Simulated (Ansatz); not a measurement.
CsSnBr$_{3}$

Input file:

```
crystal:
  lattice:
    - [5.7445117933, 0.0, 0.0]
    - [0.0, 5.7445117933, 0.0]
    - [0.0, 0.0, 5.7445117933]
  atoms:
    - { symbol: Cs, position: [0.0, 0.0, 0.0] }
    - { symbol: Sn, position: [0.5, 0.5, 0.5] }
    - { symbol: Br, position: [0.5, 0.0, 0.5] }
    - { symbol: Br, position: [0.5, 0.5, 0.0] }
    - { symbol: Br, position: [0.0, 0.5, 0.5] }
basis:
  ecutwfc: 420
kpoints:
  mp_grid: { grid: [6, 6, 6] }
hamiltonian:
  xc: pbesol
scf:
  occupations: { method: gaussian, width: 0.01 }
output:
  forces: true
  stress: true
  eigenvalues: true
  write_density: true
  write_potential: true
  elf: true
  volumetric_format: npy
relax:
  adjacent_minimum: "off"
  f_tol: 0.008
  max_steps: 50
  cell: { stress_tol: 0.08, p_target: 1.0 }
```

Run with:

```sh
ansatz run input.yaml --threads 1 --pin off --max-ram 2560MiB --backend cpu --events-out ev --progress --plain --runs-dir out
```

Below, planes, directions and counts refer to the conventional cell (a = 5.69 Å, b = 5.69 Å, c = 5.69 Å, α = 90.00°, β = 90.00°, γ = 90.00°).

The fields are those of the relaxed geometry.

Space group Pm-3m; a structure from a database of computed crystals, not necessarily the ambient phase.

These are results of Ansatz, DFT PBEsol, scalar-relativistic, plane waves, PAW, not measurements.

Core electrons are frozen (PAW), and the valence fields are smoothed inside the atomic spheres.

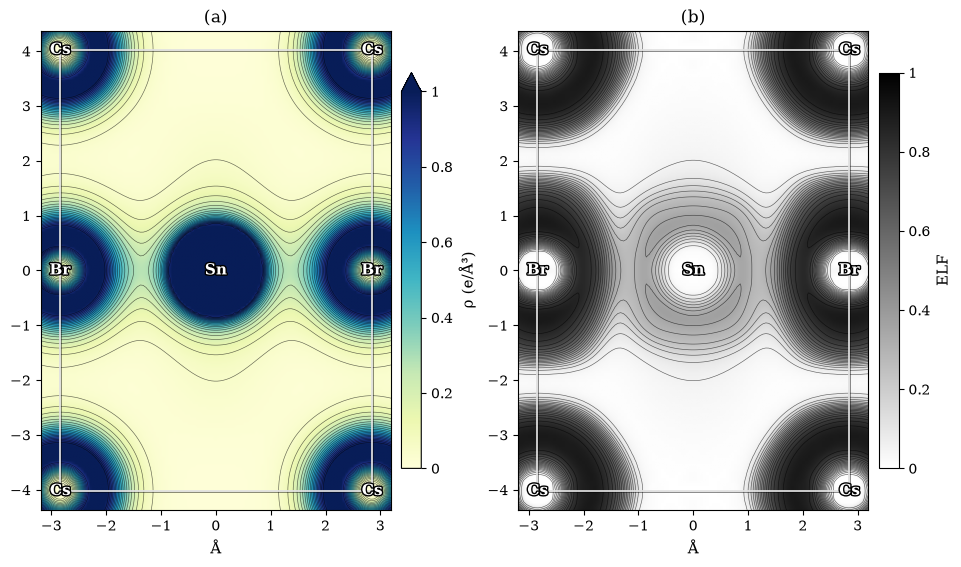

Figure 1. (a) valence charge density (pseudo); (b) ELF on the (11̄0) plane of the conventional cell.

Read the bonding off the picture.

Answer.
- The plane passes through Cs, Sn and Br nuclei.
- Sn–Br (2.84 Å): the density is about 0.28 e/Å³ at the midpoint; the ELF is about 0.35 at the midpoint.
- Cs–Br (4.02 Å): the density is about 0.03 e/Å³ at the midpoint; the ELF is about 0 at the midpoint; no localised pair shows between them.
- Between the atoms the lowest density in this plane is 0.006 e/Å³.
- The features right at Cs lie inside the PAW spheres, where the map follows smoothed inner orbitals and isn't to be read closely.

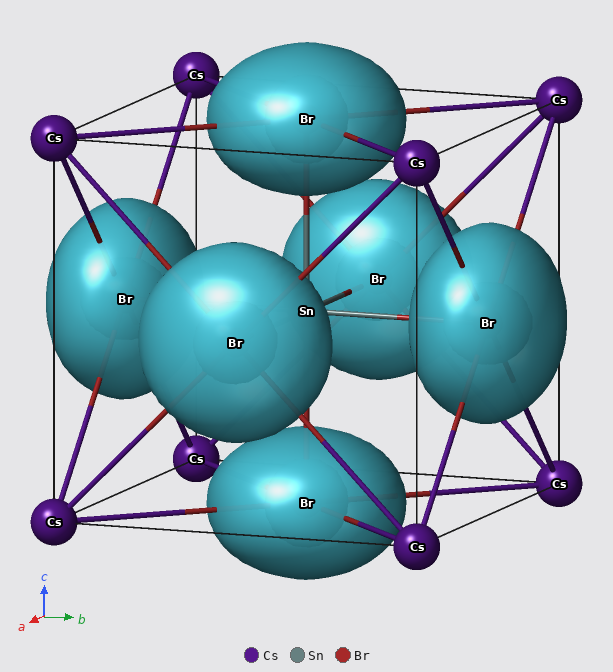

Figure 2. Isosurface of the electron localisation function at 0.7 (cyan), seen slightly off an axis. Core shells and regions of very low density are left out. Sticks mark near contacts.

What do the ELF domains correspond to?

Answer. The surface consists of three regions wrapped around Br (the valence shell of each), counted in one cell of 5 atoms. Regions shared between cells count once.

Does the calculation give a band gap?

Answer. It is gapless in this calculation (a metal or semimetal).
